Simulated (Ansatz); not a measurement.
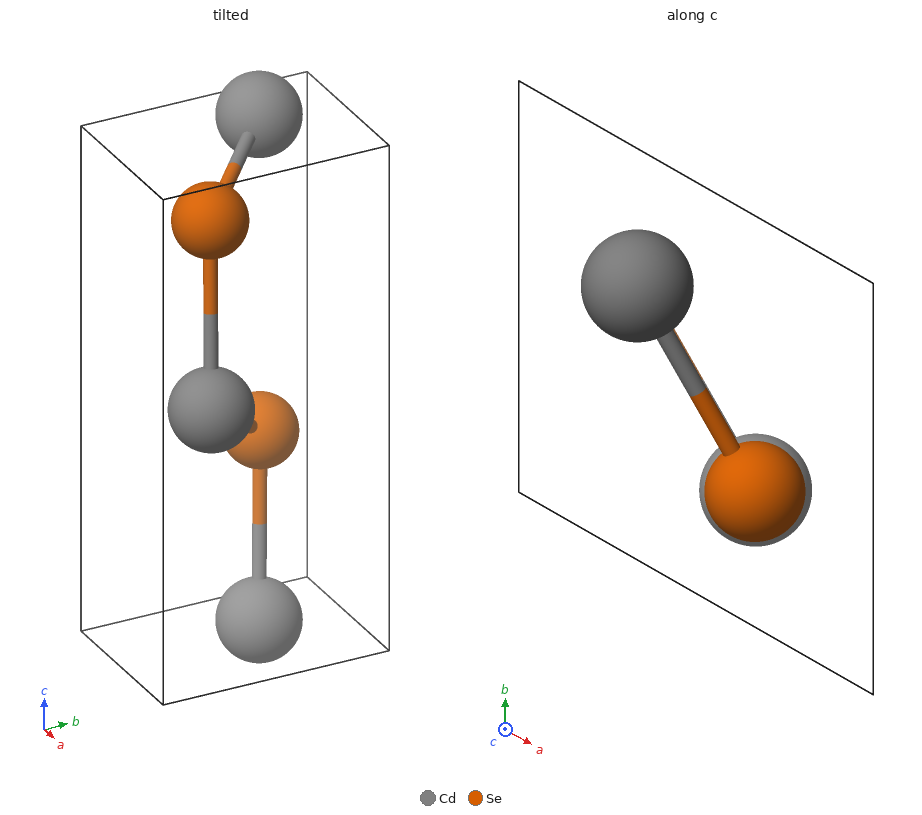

View slightly off an axis and along the c axis, drawn as a ball-and-stick model. The lines enclose the unit cell; boundary atoms appear with their images.

CdSe, a = 4.297 Å, b = 4.330 Å, c = 7.077 Å, α = 90.00°, β = 90.00°, γ = 119.75°. Strictly the space group is Cmc2_1 (No. 36, within 0.01 Å). It is a distorted form of a primitive hexagonal structure, space group P6_3mc (No. 186) within 0.25 Å: wurtzite. Provenance: a structure type filled with these elements by a generator (whether the compound takes this form wasn't checked). The cell was then strained or its atoms displaced on purpose. An electronic-structure calculation with Ansatz was run on it.

This one geometry was computed with Ansatz (DFT, plane waves, PAW) at three levels of theory: PBE, HSE06 and r2SCAN. It was relaxed with r2SCAN and then strained.

How does the band gap change with the level of theory?

PBE: a gap of 0.61 eV, direct; r2SCAN: a gap of 1.10 eV, direct; HSE06: a gap of 1.54 eV, direct.

Collect the results in a table.

| level | cutoff (eV) | k-mesh of the run's cell | gap (eV) | pressure (GPa) |
| --- | --- | --- | --- | --- |
| PBE | 420 | 12×12×4 | 0.61 | 2.0 |
| HSE06 | 420 | 6×6×4 | 1.54 | 0.8 |
| r2SCAN | 500 | 12×12×4 | 1.10 | 0.5 |

Gaps are taken on the k-mesh or band path of each run.
